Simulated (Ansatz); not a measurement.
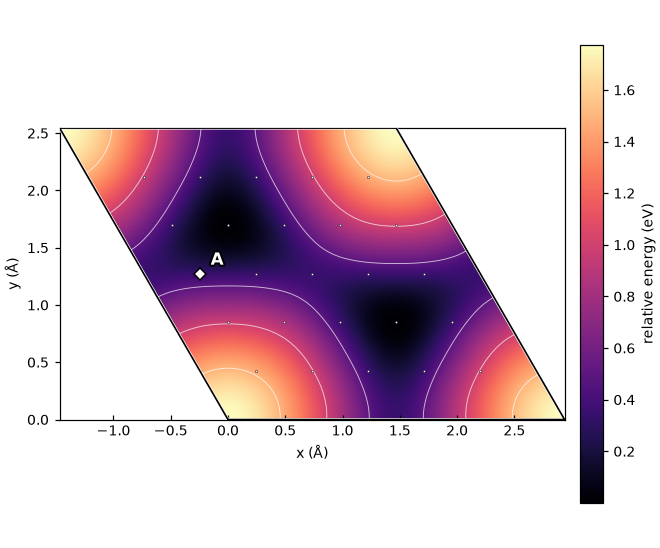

H on a Ti(001) slab cut from the P6_3/mmc phase, its upper half relaxed before the scan (5 atoms of substrate and one adsorbate in a 1 × 1 cell). H is moved over the surface cell; relaxed at each place: the height of the adsorbate's atoms; substrate rigid; the origin of the map has the adsorbate above Ti5. Places are given modulo a cell vector. The map is drawn in real space over the plane of the surface. The grid has 6 × 6 points; 10 points were computed and 26 follow by symmetry. All energies are given in eV relative to the lowest grid point. With one adsorbate in each 1 × 1 cell, its nearest image is 2.9 Å away, so neighbouring adsorbates interact. Level of theory: DFT PBE, scalar-relativistic, plane waves, PAW in Ansatz 0.2.0. Settings: cutoff 420 eV, k-mesh 9×9×1, gaussian smearing 0.1 eV, no spin polarisation.

The picture shows a smooth colour map with a few white contour lines, dots at the grid points, the outline of one cell of the plane, the point A. Between grid points the surface is interpolated.

**Which way does the force act at A, and how strong is it?**

A, at (1/6, 3/6) of the cell vectors, is not a stationary point. The computed force is 1.3 eV/Å in the plane, pointing up in the picture (components 0.0 and 1.3 eV/Å).

PAW datasets: the set soft_1.
